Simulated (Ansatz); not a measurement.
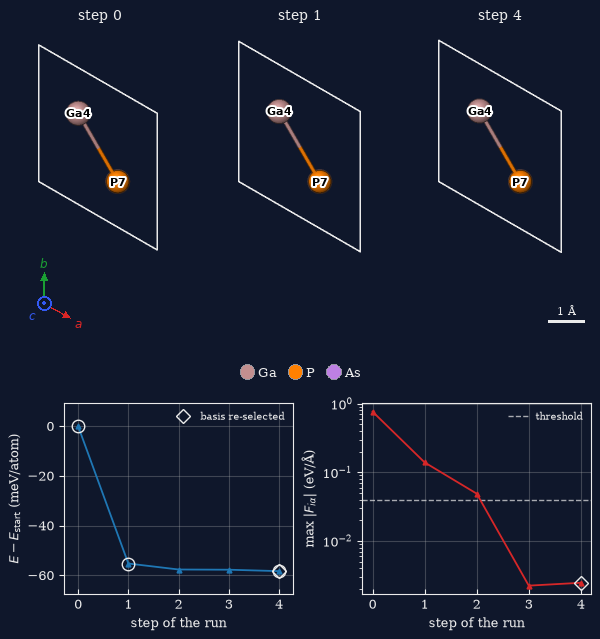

Frames of a relaxation of a crystal of Ga3As2P (a generated structure, set up in P6_3mc) (coarse preliminary run), marked on the history of the run. A ball-and-stick model of the cell of the calculation, seen along the c axis.

All numbers below come from DFT PBE, scalar-relativistic, plane waves, PAW in Ansatz 0.2.0.

Input file:
```yaml
crystal:
  lattice:
    - [3.86274833, 0.0, 0.0]
    - [-1.93137416, 3.34523818, 0.0]
    - [0.0, 0.0, 19.1027976]
  atoms:
    - { symbol: Ga, position: [0.66666667, 0.33333333, 0.16668483] }
    - { symbol: Ga, position: [0.66666667, 0.33333333, 0.50001816] }
    - { symbol: Ga, position: [0.66666667, 0.33333333, 0.83335149] }
    - { symbol: Ga, position: [0.33333333, 0.66666667, 1.816e-05] }
    - { symbol: Ga, position: [0.33333333, 0.66666667, 0.33335149] }
    - { symbol: Ga, position: [0.33333333, 0.66666667, 0.66668483] }
    - { symbol: P, position: [0.66666667, 0.33333333, 0.95798184] }
    - { symbol: P, position: [0.33333333, 0.66666667, 0.45798184] }
    - { symbol: As, position: [0.66666667, 0.33333333, 0.29131518] }
    - { symbol: As, position: [0.66666667, 0.33333333, 0.62464851] }
    - { symbol: As, position: [0.33333333, 0.66666667, 0.12464851] }
    - { symbol: As, position: [0.33333333, 0.66666667, 0.79131518] }
basis:
  ecutwfc: 420
kpoints:
  mp_grid: { grid: [6, 6, 1] }
hamiltonian:
  xc: pbe
scf:
  occupations: { method: gaussian, width: 0.1 }
  lower_state_search: "off"
output:
  forces: true
  stress: true
  eigenvalues: true
relax:
  adjacent_minimum: "off"
  f_tol: 0.04
  max_steps: 70
  cell: { stress_tol: 0.4 }
```

Command:
```bash
ansatz run input.yaml --threads 1 --pin off --max-ram 2560MiB --backend cpu --events-out ev --progress --plain --runs-dir out
```

**What happens along the run?**

After 3 accepted moves (4 points after the start) the energy has fallen by 58.3 meV per atom. Largest force component: 0.77 eV/Å at the start, 0.0024 eV/Å at the end. Pressure: 8.35 GPa at the start and 0.02 GPa at the end. At 1 point the geometry stayed and the basis and grid were re-selected for the new cell (energy shift of 0.6 meV per atom at most each time). The largest moves relative to the cell, 0.065 Å, are those of Ga2, Ga3, Ga4 and Ga5. Ga5 goes along +c. Largest moves by element: Ga 0.065 Å, As 0.031 Å, P 0.003 Å. Cell: a = b 3.863 → 3.993 Å (+3.4 %), c 19.103 → 19.738 Å (+3.3 %). Volume +10.4 %. Near-neighbour distances that change, for instance: Ga1–As9 2.381 → 2.487 Å, Ga1–As11 2.370 → 2.461 Å, Ga2–P8 2.370 → 2.428 Å, Ga3–P7 2.381 → 2.399 Å. The space group stays P6_3mc (No. 186). Cost: 41 s on 1 thread of Intel(R) Xeon(R) 6975P-C (Granite Rapids) (shared host), peak memory 0.6 GiB. From step 0 to 1: Ga atoms move most (0.07 Å), volume +8.0 %, energy −55.3 meV per atom. From step 1 to 4: volume +2.2 %, energy −3.1 meV per atom.
